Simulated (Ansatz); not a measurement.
A series of calculations on SnO

## 1. Relaxation

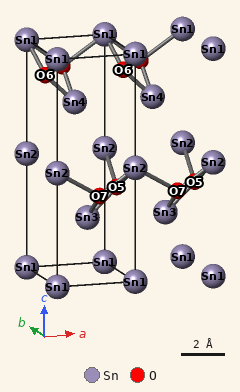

This is the input geometry for a relaxation of solid SnO (set up in Cmc2_1) (coarse preliminary run). Style: ball-and-stick. Shown: the cell of the calculation, repeated 2 × 1 × 1 with one cell outlined, slightly off an axis.

Method: Ansatz, DFT PBEsol, scalar-relativistic, plane waves, PAW.

Input
```yaml
crystal:
  lattice:
    - [2.5, -2.86, 0.0]
    - [2.5, 2.86, 0.0]
    - [0.0, 0.0, 11.12]
  atoms:
    - { symbol: Sn, position: [0.0, 0.0, 0.0] }
    - { symbol: Sn, position: [0.0, 0.0, 0.5] }
    - { symbol: Sn, position: [0.559, 0.441, 0.254] }
    - { symbol: Sn, position: [0.441, 0.559, 0.754] }
    - { symbol: O, position: [0.93, 0.43, 0.38] }
    - { symbol: O, position: [0.07, 0.57, 0.88] }
    - { symbol: O, position: [0.57, 0.07, 0.38] }
    - { symbol: O, position: [0.43, 0.93, 0.88] }
basis:
  ecutwfc: 420
kpoints:
  mp_grid: { grid: [6, 6, 2] }
hamiltonian:
  xc: pbesol
scf:
  occupations: { method: gaussian, width: 0.1 }
output:
  forces: true
  stress: true
  eigenvalues: true
relax:
  adjacent_minimum: "off"
  f_tol: 0.05
  max_steps: 80
  cell: { stress_tol: 0.5 }
```

Command:
```bash
ansatz run input.yaml --threads 2 --pin off --max-ram 5120MiB --backend cpu --events-out ev --progress --plain --runs-dir out
```

### Predict the outcome.

The largest moves relative to the cell, 0.38 Å, are those of O5, O6, O7 and O8. O7 goes along [−1 −1 0]. By element the largest moves are O 0.38 Å, Sn 0.32 Å. Cell: a = b 3.799 → 3.797 Å (0.0 %), c 11.120 → 9.470 Å (−14.8 %), γ 97.7° → 90.0°. Volume −14.1 %. Among the contacts that change: O5–O7 1.800 → 2.685 Å, Sn3–O5 2.765 → 2.223 Å, Sn1–O6 2.527 → 2.223 Å, Sn3–O5 (another image) 1.992 → 2.223 Å. New bonds form, among them: Sn3–O5 (2.77 → 2.22 Å), Sn3–O7 (2.77 → 2.22 Å), Sn4–O6 (2.77 → 2.22 Å), Sn4–O8 (2.77 → 2.22 Å). Among the angles between lasting bonds that change: Sn1–O6–Sn4 127.7° → 105.7°, Sn1–O6–Sn1 108.3° → 117.3°, O5–Sn2–O5 108.3° → 117.3°. The space group (tolerance 0.01 Å) goes from Cmc2_1 (No. 36) to P4/nmm (No. 129). Over 6 accepted moves (8 points after the start) the energy falls by 956 meV per atom. Largest force component: 8.3 eV/Å at the start, 0.0056 eV/Å at the end. The pressure goes from 6.54 to 0.05 GPa. The SCF was repeated twice at an unchanged geometry on a basis and grid sized afresh for the cell, which shifted the energy by 0.5 meV per atom at most. Cost: 3 min on 2 threads of AMD EPYC (Zen 3), on a shared host, peak memory 0.51 GiB.

History of the run:

```tsv
step	E − E(0), meV/atom	largest force component, eV/Å	pressure, GPa	volume, Å³/atom	note
0	0.00	8.3448	6.54	19.877	
1	-742.82	3.5312	3.57	18.626	
2	-890.10	1.7313	7.51	17.658	
3	-930.52	0.9692	4.94	16.918	
4	-956.34	0.1043	-0.39	17.097	
5	-956.53	0.0184	0.12	17.160	
6	-956.00	0.0130	0.08	17.160	same geometry, new basis
7	-956.63	0.0055	0.07	17.069	
8	-956.41	0.0056	0.05	17.069	same geometry, new basis
```

The end point in the same view:

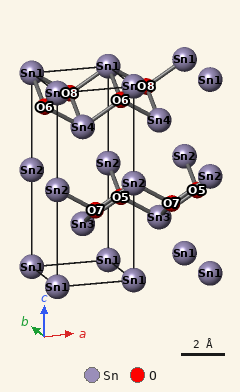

Limits of the set-up: layers or molecules are held without a dispersion correction, so their spacing is unreliable.

## 2. Scan

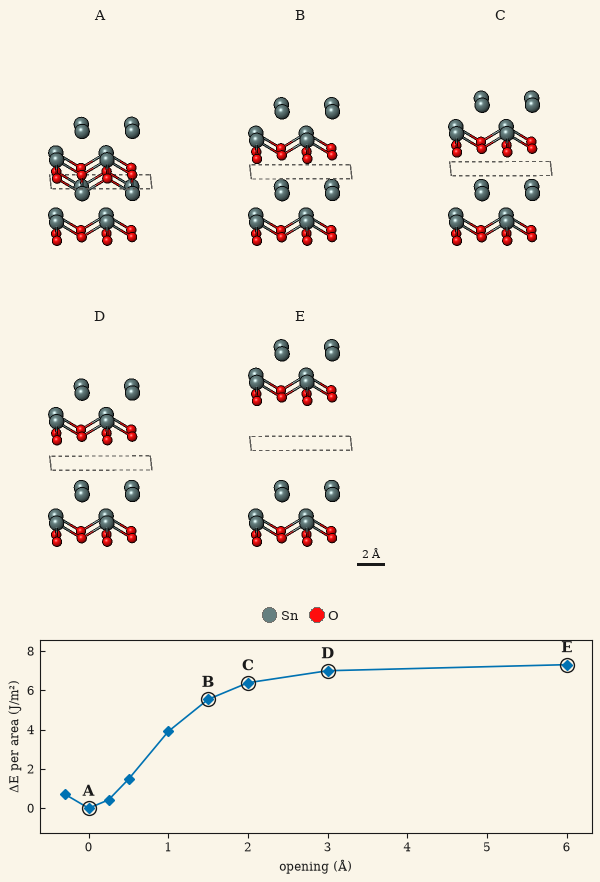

A crystal of SnO (Cmce): the crystal is pulled apart rigidly along the normal of the (0 0 1) plane of the conventional cell, at a cut between a plane of Sn below and one of O above, 1.15 Å apart. One cut stands in each cell, which starts 9.5 Å high; nothing is relaxed, and the dashed outline marks the cut. The lettered frames are marked on the plot. Style: ball-and-stick. Shown: the layers on both sides of the cut, from the side, nearly along the cut plane.

Computed with Ansatz, DFT PBEsol, scalar-relativistic, plane waves, PAW. Set-up: plane-wave cutoff 420 eV; k-point mesh 10 × 10 × 4; occupations gaussian; smearing width 0.15 eV; no spin polarisation. Energies (free energies at the smearing named) are counted from the relaxed crystal.

### What does the scan show?

At the widest opening, 6.00 Å, the energy has risen by 7.31 J/m², where the curve has levelled off: this is the ideal work of separation, the sum of the two unrelaxed surface energies of a slab 9.5 Å thick. The steepest rise lies between 0.50 Å and 1.00 Å, with a mean traction of about 49 GPa. Pressing the cut together by 0.30 Å costs 0.72 J/m².

Limits of the set-up: layers or molecules are held without a dispersion correction, so their spacing is unreliable.

## 3. Scan

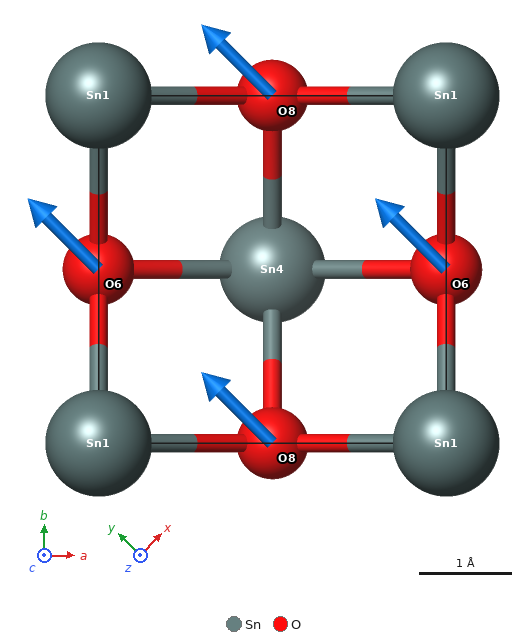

A scan of solid SnO (Cmce): the whole O sublattice is shifted rigidly, along Cartesian [0 1 0], all else fixed. The picture shows the reference cell. The blue arrows give the direction of positive displacement. A ball-and-stick model of the cell of the calculation, seen along the c axis.

These are results of DFT PBEsol, scalar-relativistic, plane waves, PAW (Ansatz 0.2.0), not measurements. Settings: plane-wave cutoff 420 eV; k-point mesh 10 × 10 × 4; occupations gaussian; smearing width 0.15 eV; no spin polarisation. Energies (free energies at the smearing named) are counted from the relaxed crystal.

The input:
```yaml
crystal:
  lattice:
    - [2.6904553516, -2.6904757566, 0.0]
    - [2.6904553516, 2.6904757566, 0.0]
    - [0.0, 0.0, 9.494820014]
  atoms:
    - { symbol: Sn, position: [0.9991866915, 0.0008133085, 0.9998642567] }
    - { symbol: Sn, position: [0.0008133085, 0.9991866915, 0.4998642567] }
    - { symbol: Sn, position: [0.5008072833, 0.4991927167, 0.2571398372] }
    - { symbol: Sn, position: [0.4991927167, 0.5008072833, 0.7571398372] }
    - { symbol: O, position: [0.0007810838, 0.4992216791, 0.378497953] }
    - { symbol: O, position: [0.9992189162, 0.5007783209, 0.878497953] }
    - { symbol: O, position: [0.5007783209, 0.9992189162, 0.378497953] }
    - { symbol: O, position: [0.4992216791, 0.0007810838, 0.878497953] }
basis:
  ecutwfc: 420
kpoints:
  mp_grid: { grid: [10, 10, 4] }
hamiltonian:
  xc: pbesol
scf:
  occupations: { method: gaussian, width: 0.15 }
output:
  forces: true
  stress: true
  eigenvalues: true
  write_density: true
  write_potential: true
  elf: true
  volumetric_format: npy
```

Run as
```bash
ansatz run input.yaml --threads 2 --pin off --max-ram 5120MiB --backend cpu --events-out ev --progress --plain --runs-dir out
```

> Give the energy at each point (the displacement: −0.100, −0.050, 0.000, 0.025, 0.075 Å).

```
displacement (Å)  E − E(ref) (meV/cell)
          −0.100                   72.9
          −0.050                   18.2
           0.000                    0.0
           0.025                    4.5
           0.075                   40.9
```

Of the computed points the lowest is at the displacement 0.00 Å, 0.0 meV/cell. The end points stand at 72.9 meV/cell (−0.10 Å) and 40.9 meV/cell (0.075 Å). The curvature at zero is about 15 eV/Å² per cell. At the highest point the shortest interatomic distance is 2.17 Å, against 2.22 Å in the reference. The distortion takes the space group from Cmce to Aem2.

The computed profile:

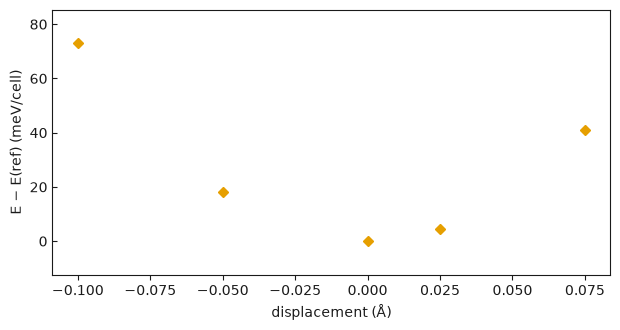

Limits of the set-up: layers or molecules are held without a dispersion correction, so their spacing is unreliable.
